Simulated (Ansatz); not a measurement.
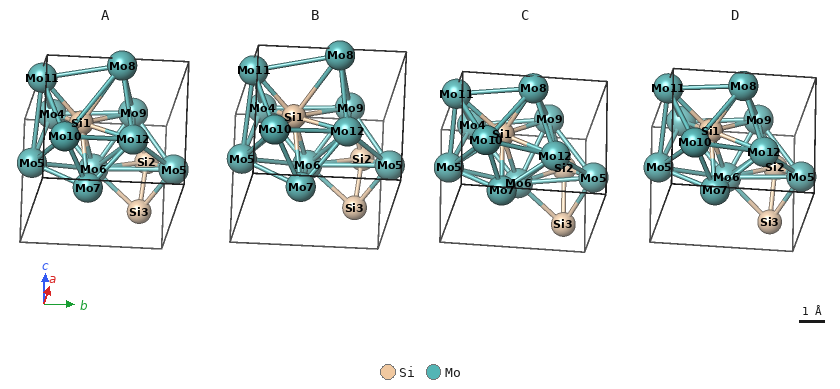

4 geometries from one relaxation of an amorphous cell of composition SiMo3 (coarse preliminary run), in shuffled order. The picture is a ball-and-stick view of the cell of the calculation, seen from a free direction.

Case: atoms packed at random at 1.16 times the crystal's volume.

Computed with Ansatz 0.2.0, DFT PBE, scalar-relativistic, plane waves, PAW. Set-up: plane-wave cutoff 420 eV; k-point mesh 2 × 2 × 3; occupations gaussian; smearing width 0.1 eV; mesh shifted by (0.5, 0.5, 0); no spin polarisation; cell and atoms relaxed; force threshold 0.04 eV/Å; at most 70 steps.

**Put them in the order of the run, from the start to the converged end.**

B, A, D, C. They are steps 0, 1, 3, 7, at +399 meV per atom, +213 meV per atom, +50.8 meV per atom relative to the last. The energy falls by 399 meV per atom in 6 accepted moves (7 points after the start). Largest force component: 1.8 eV/Å at the start, 0.03 eV/Å at the end. Pressure: −15.62 GPa at the start and 0.15 GPa at the end. The SCF was repeated once at an unchanged geometry on a basis and grid sized afresh for the cell, which shifted the energy by 0.3 meV per atom at most. The largest move relative to the cell is that of Mo8, 0.44 Å roughly along [−1 −2 −1]. By element the largest moves are Mo 0.44 Å, Si 0.42 Å. The volume changes by −11.3 %, with a 6.060 → 6.003 Å (−0.9 %), b 6.134 → 6.004 Å (−2.1 %), c 5.599 → 5.056 Å (−9.7 %), α 87.6° → 90.0°, β 81.3° → 90.0°, γ 88.9° → 90.0°. Among the contacts that change: Mo9–Mo12 4.362 → 3.230 Å, Mo8–Mo10 4.202 → 3.136 Å, Mo6–Mo9 3.860 → 3.016 Å, Si2–Si3 3.356 → 2.528 Å. The run took 96 s on 2 threads of Intel(R) Xeon(R) Processor @ 2.50GHz (Skylake/Cascade Lake), on a shared host, peak memory 0.55 GiB.

Limits of the set-up: the periodic images lie only 5.6 Å apart, so the values are limited by the cell's size.
